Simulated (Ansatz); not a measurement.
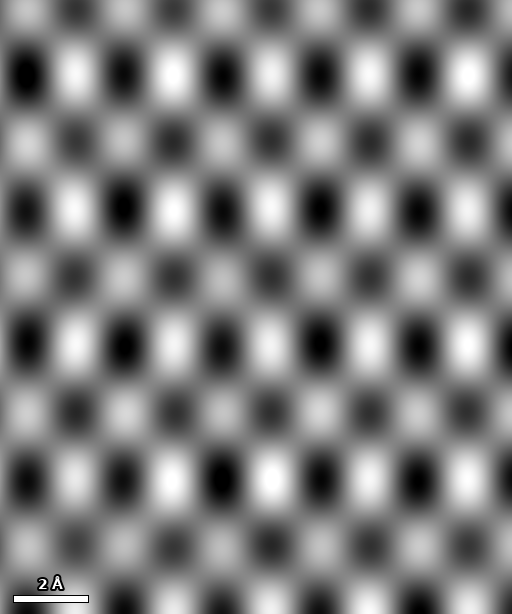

HRTEM-like image of Ru (P6/mmm, No. 191). Simulated in the weak-phase-object approximation with neutral-atom potentials: 200 kV, Cs = 0.50 mm, defocus −425 Å (negative is underfocus), defocus spread 20 Å, aperture 0.51 1/Å. The speckle of an amorphous layer was added. Atomic positions: the geometry relaxed with DFT, PBE, plane waves (420 eV) with PAW, scalar-relativistic in Ansatz 0.2.0; the starting structure was generated, so it need not be a known form of this composition.

```cif
data_structure
_symmetry_space_group_name_H-M 'P6/mmm'
_symmetry_Int_Tables_number 191
_cell_length_a 4.2688
_cell_length_b 4.2688
_cell_length_c 2.6820
_cell_angle_alpha 90.000
_cell_angle_beta 90.000
_cell_angle_gamma 120.000
_cell_volume 42.32
loop_
_atom_site_label
_atom_site_type_symbol
_atom_site_symmetry_multiplicity
_atom_site_Wyckoff_symbol
_atom_site_fract_x
_atom_site_fract_y
_atom_site_fract_z
_atom_site_occupancy
Ru1 Ru 1 a 0.00000 0.00000 0.00000 1
Ru2 Ru 2 d 0.33333 0.66667 0.50000 1
```

### Which beam direction gives this image, [201], [210], [100] or [102]? (Directions equivalent by symmetry count as one.)

[100]. The projected cells are 1.28 × 1.39 Å, 117° for [201]; 2.13 × 2.68 Å, 90° for [210]; 2.68 × 3.70 Å, 90° for [100]; 1.67 × 3.70 Å, 90° for [102], and the image repeats as the [100] one does.
